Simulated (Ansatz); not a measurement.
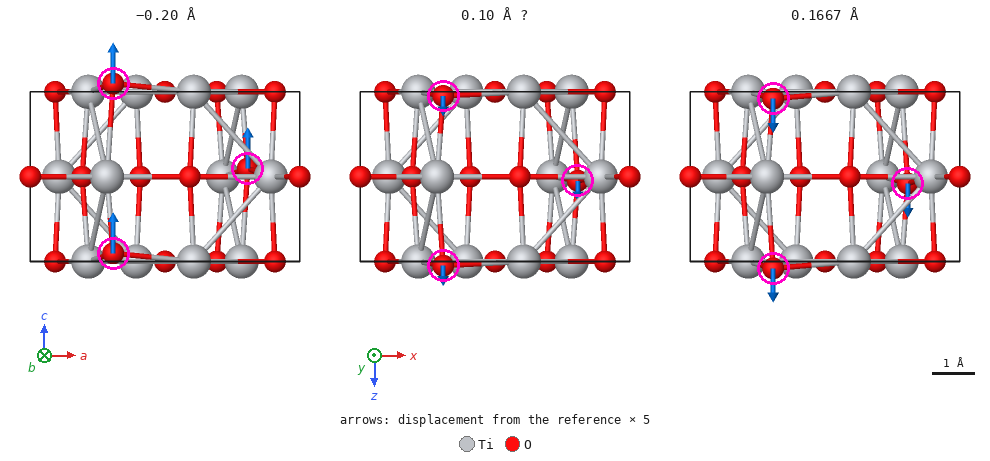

A scan of solid Ti4O5 (I4/m): an O atom (one in each cell of 9 atoms) is moved along Cartesian [0 0 1], all else fixed. A ball-and-stick model of the conventional cell (2 times the calculation's cell), seen along the b axis. The ringed atoms are those of the scanned coordinate. Blue arrows: displacements from the reference. Lengths and directions refer to the drawn axes.

These are results of Ansatz, DFT PBEsol, scalar-relativistic, plane waves, PAW, not measurements. Set-up: plane-wave cutoff 420 eV; k-point mesh 12 × 12 × 12; occupations gaussian; smearing width 0.15 eV; no spin polarisation. Energies (free energies at the smearing named) are counted from the relaxed crystal.

| displacement (Å) | energy change (meV/cell) |
| --- | --- |
| −0.2000 | 270.2 |
| −0.0667 | 28.6 |
| 0.0000 | 0.0 |
| 0.0333 | 7.1 |
| 0.1000 | ? |
| 0.1333 | 116.4 |
| 0.1667 | 184.6 |

Q: Fill in the missing row.

A: A straight line between the two neighbours gives 80.0 meV/cell. A cubic through the four nearest rows (0.0000, 0.0333, 0.1333, 0.1667) gives, with Lagrange weights, (−0.2002)(0.0) + (0.5000)(7.1) + (0.9993)(116.4) + (−0.2990)(184.6) = 64.7 meV/cell. The calculation gives 64.8 meV/cell, so the cubic is 0.1 meV/cell too low and the straight line 15.2 meV/cell too high, as the curve bends upwards here.

The whole profile:

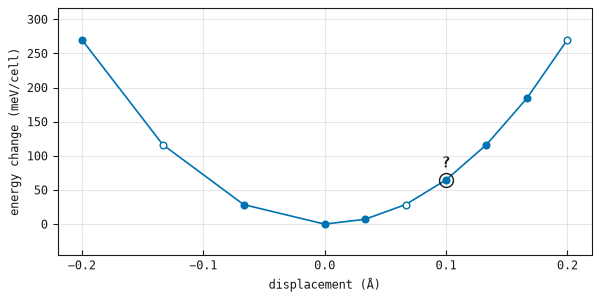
